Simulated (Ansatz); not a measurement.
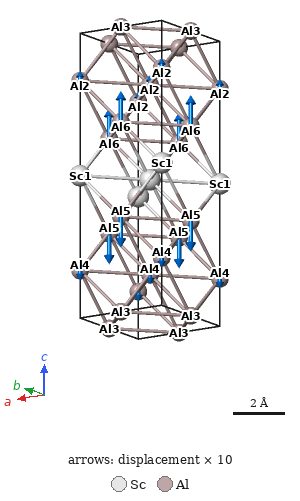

This is a relaxation of crystalline ScAl5 (a generated structure, set up in Cmmm) (coarse preliminary run). The starting structure is drawn; blue arrows show the displacements (the part carried along by the change of the cell is left out), 10 times their true length.

A ball-and-stick model of the conventional cell (2 times the calculation's cell), seen from a free direction. Lengths and directions refer to the drawn axes.

Theory: DFT PBE, scalar-relativistic, plane waves, PAW in Ansatz.

Input
```yaml
crystal:
  lattice:
    - [1.95212732, -2.11145021, 0.0]
    - [1.95212732, 2.11145021, 0.0]
    - [0.0, 0.0, 11.71276393]
  atoms:
    - { symbol: Sc, position: [0.0, 0.0, 0.5] }
    - { symbol: Al, position: [0.0, 0.0, 0.83333333] }
    - { symbol: Al, position: [0.5, 0.5, 0.0] }
    - { symbol: Al, position: [0.0, 0.0, 0.16666667] }
    - { symbol: Al, position: [0.5, 0.5, 0.33333333] }
    - { symbol: Al, position: [0.5, 0.5, 0.66666667] }
basis:
  ecutwfc: 420
kpoints:
  mp_grid: { grid: [6, 6, 2] }
hamiltonian:
  xc: pbe
scf:
  occupations: { method: gaussian, width: 0.1 }
  lower_state_search: "off"
output:
  forces: true
  stress: true
  eigenvalues: true
relax:
  adjacent_minimum: "off"
  f_tol: 0.04
  max_steps: 70
  cell: { stress_tol: 0.4 }
```

Command:
```bash
ansatz run input.yaml --threads 1 --pin off --max-ram 2560MiB --backend cpu --events-out ev --progress --plain --runs-dir out
```

### Atoms of which element are displaced furthest, and by how much?

Aluminium: up to 0.13 Å, against 0.00 Å for scandium.

### Describe the change and its energy.

The largest moves relative to the cell, 0.13 Å, are those of Al5 and Al6. Al5 goes along −c. Sc stays in place. The volume changes by +8.3 %, with a 3.904 → 4.116 Å (+5.4 %), b 4.223 → 4.104 Å (−2.8 %), c 11.713 → 12.383 Å (+5.7 %). Near-neighbour distances that change, for instance: Sc1–Al5 2.761 → 3.006 Å, Al2–Al3 2.761 → 2.887 Å, Sc1–Al5 (another image) 2.876 → 3.002 Å, Al2–Al6 2.761 → 2.853 Å. The space group stays Cmmm (No. 65). After 3 accepted moves (4 points after the start) the energy has fallen by 0.453 eV per cell of the calculation. Largest force component: 0.85 eV/Å at the start, 0.018 eV/Å at the end. The pressure goes from 8.91 to 0.16 GPa. At 1 point the geometry stayed and the basis and grid were re-selected for the new cell (energy shift of 6.8 meV per cell of the calculation at most each time). The run took 28 s on 1 thread of AMD EPYC (Zen 3), with other jobs on the host, peak memory 0.4 GiB.
